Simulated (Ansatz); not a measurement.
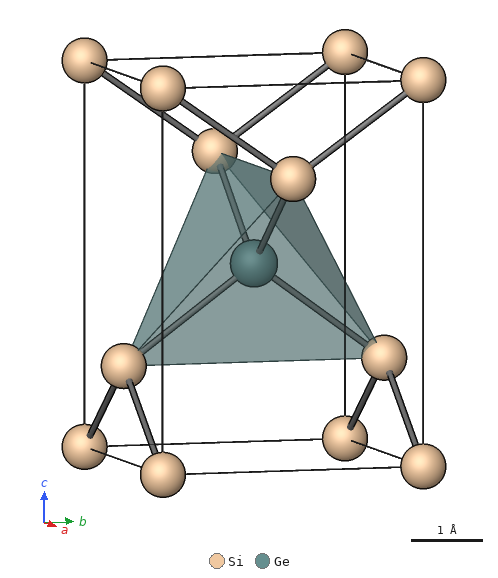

View slightly off an axis, drawn as a polyhedral model. The edges of the conventional unit cell are marked.

Si3Ge, space group P-4m2 (No. 115), a = 3.859 Å, b = 3.859 Å, c = 5.514 Å, α = 90.00°, β = 90.00°, γ = 90.00°. Provenance: a structure type filled with these elements by a generator (whether the compound takes this form wasn't checked). The cell was then strained or its atoms displaced on purpose. It was the input of a calculation with Ansatz.

This one geometry was computed with Ansatz (DFT, plane waves, PAW) at three levels of theory: r2SCAN, PBE and HSE06. It was relaxed with r2SCAN and then strained.

Question: Which level gives the highest pressure at this volume, and what does that say about its equilibrium volume?

Answer: Highest: PBE (2.7 GPa), which points to the largest equilibrium volume. Lowest, with the smallest volume: r2SCAN (0.9 GPa) and HSE06 (1.1 GPa). Levels within 0.5 GPa of each other can't be told apart.

Question: How does the band gap change with the level of theory?

Answer: PBE: a gap of 0.29 eV, indirect; r2SCAN: a gap of 0.48 eV, indirect; HSE06: a gap of 0.86 eV, indirect.

Question: Collect the results in a table.

Answer:
| level | cutoff (eV) | k-mesh of the run's cell | gap (eV) | pressure (GPa) |
| --- | --- | --- | --- | --- |
| r2SCAN | 500 | 6×6×6 | 0.48 | 0.9 |
| PBE | 420 | 6×6×6 | 0.29 | 2.7 |
| HSE06 | 420 | 4×4×4 | 0.86 | 1.1 |

Gaps are taken on the k-mesh or band path of each run.
